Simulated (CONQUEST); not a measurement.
**Pd: 7 runs along one coordinate**

System: Pd (4 atoms in the cell).
Method: Kohn-Sham DFT of a periodic cell, PBE, PseudoDojo NC PBE, no spin polarisation (CONQUEST 1.3).

The 7 runs differ only in the geometry, by an even scaling of the cell at fixed fractional positions. The structure derives from a Materials Project entry.

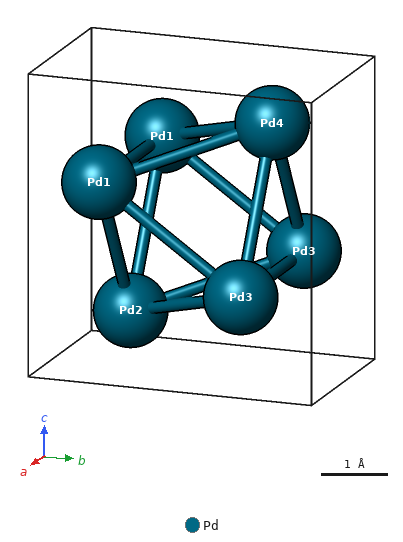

Figure 1. The structure of run 4 (ball-and-stick view of the cell of the calculation, seen slightly off an axis; atoms are numbered from 1 in the order of the input).

## Input of run 4
```
IO.Title Pd
IO.Coordinates coords.dat
IO.FractionalAtomicCoords T
IO.Iprint 2
IO.Iprint_init 1
General.NumberOfSpecies 1
General.PseudopotentialType hamann
AtomMove.TypeOfRun static
AtomMove.FullStress T
Grid.PointsAlongX 32
Grid.PointsAlongY 48
Grid.PointsAlongZ 48
DM.SolutionMethod diagon
Diag.MPMesh T
Diag.GammaCentred T
Diag.MPMeshX 10
Diag.MPMeshY 6
Diag.MPMeshZ 6
Diag.kT 0.00183747
minE.SCTolerance 1e-6
SC.MaxIters 100
IO.AtomChargeOutput T
%block ChemicalSpeciesLabel
1 106.420 Pd
%endblock
```

Command:
```bash
OMP_NUM_THREADS=1 Conquest
```

Lattice vectors (Å) and fractional positions of run 4:
```
   2.783665    0.000000    0.000000
   0.000000    4.628893    0.000000
   0.000000    0.000000    4.821449
Pd  0.000000  0.250000  0.666667
Pd  0.500000  0.250000  0.166667
Pd  0.000000  0.750000  0.333333
Pd  0.500000  0.750000  0.833333
```

Run 5 has the same physical settings and fractional positions; its lattice vectors (Å) are:
```
   2.802100    0.000000    0.000000
   0.000000    4.659549    0.000000
   0.000000    0.000000    4.853380
```

## Results, with one run withheld

| run | volume per atom (Å³) | free energy per atom, from the lowest run given (meV) | pressure (GPa) |
| --- | --- | --- | --- |
| 1 | 14.600 | 33.93 | 12.32 |
| 2 | 14.910 | 14.56 | 7.81 |
| 3 | 15.221 | 3.58 | 3.66 |
| 4 | 15.531 | 0.00 | 0.29 |
| 5 | 15.842 | ? | ? |
| 6 | 16.153 | 10.98 | −5.55 |
| 7 | 16.463 | 24.12 | −7.98 |

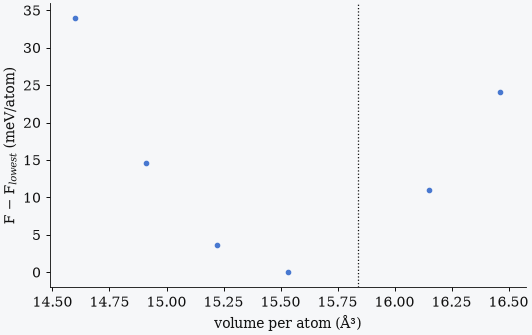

Figure 2. Free energy per atom of the runs given; the dotted line marks run 5.

What should run 5 give?

A cubic polynomial in V^(−2/3) (the Birch–Murnaghan form), fitted to the 6 runs given, misses them by at most 0.04 meV per atom. With x = V^(−2/3) − 0.16116 Å⁻², it reads F = 0.21866 + 861.33 x + 7.0018e+05 x² + 4.2323e+06 x³ (meV per atom). At run 5 it gives 2.70 meV per atom, and the run itself gives 2.70. The slope of the fit gives a pressure −dF/dV of −2.91 GPa there, and the run prints −2.93 GPa. The fit has its minimum at 15.546 Å³ per atom, where V d²F/dV² gives 163 GPa. Cell shape and fractional positions are held, so this is the stiffness under even scaling; the relaxed bulk modulus wasn't computed.

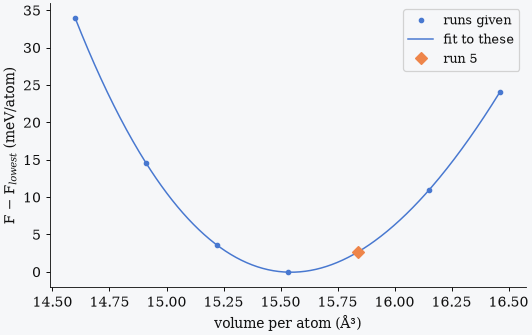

Figure 3. The fit and the withheld run.

## Some lines of the output (run 5)
```
[...]
          DFT Total Energy                 :      -541.919020289825539 Ha
          Free Energy (E-TS)               :      -541.983078547845366 Ha
          DFT Total Energy                 :      -541.973701416486620 Ha
          Free Energy (E-TS)               :      -541.980642791903847 Ha
          DFT Total Energy                 :      -541.977180196082259 Ha
          Free Energy (E-TS)               :      -541.980601680141262 Ha
          DFT Total Energy                 :      -541.977174210803469 Ha
          Free Energy (E-TS)               :      -541.980601617653633 Ha
          DFT Total Energy                 :      -541.977174791178868 Ha
          Free Energy (E-TS)               :      -541.980601509980261 Ha
          DFT Total Energy                 :      -541.977174668192902 Ha
      | Free Energy as E-TS      =      -541.980601509980261 Ha
      |* DFT total energy        =      -541.977174668192902 Ha
    force: Average pressure:     -2.93261347 GPa
```

Notes: With a small basis of atomic orbitals these values can differ much from converged plane-wave results.
